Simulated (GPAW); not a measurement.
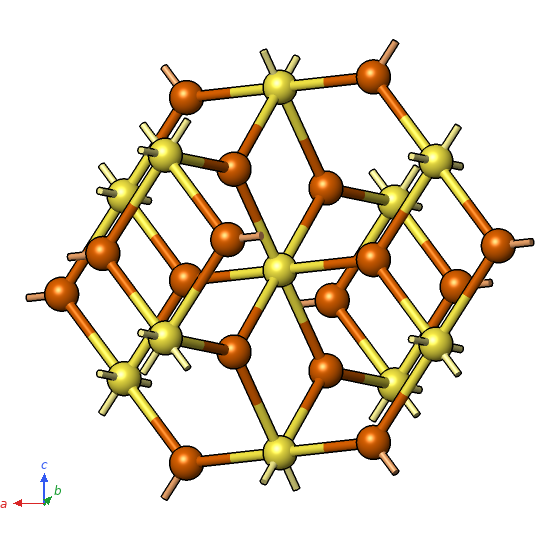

The picture shows a finite piece of the underlying net of a crystal structure, nodes on the atoms' positions. Nodes are coloured by topological kind. Edges to nodes outside the piece are drawn as stubs.

**Describe the net.**

A binodal (3,6)-connected, three-periodic net. It is the rtl net, known from rutile.

**Give point symbol and coordination sequence of each kind of node.**

3-connected node: 4·6², sequence 3, 14, 19, 62, 51; 6-connected node: 4²·6¹⁰·8³, sequence 6, 10, 38, 34, 102.

The net was derived as follows. System VO2 (space group P4_2/mnm, No. 136); source of the atomic positions: a cell listed in the Materials Project, as set up for an electronic-structure calculation. Bonds are taken as O–V below 2.2 Å; no other contact counts. The graph is simplified in the usual way: terminal and isolated atoms are pruned, two-connected atoms become edges. O is a 3-connected node; V is a 6-connected node, in the ratio 2:1.
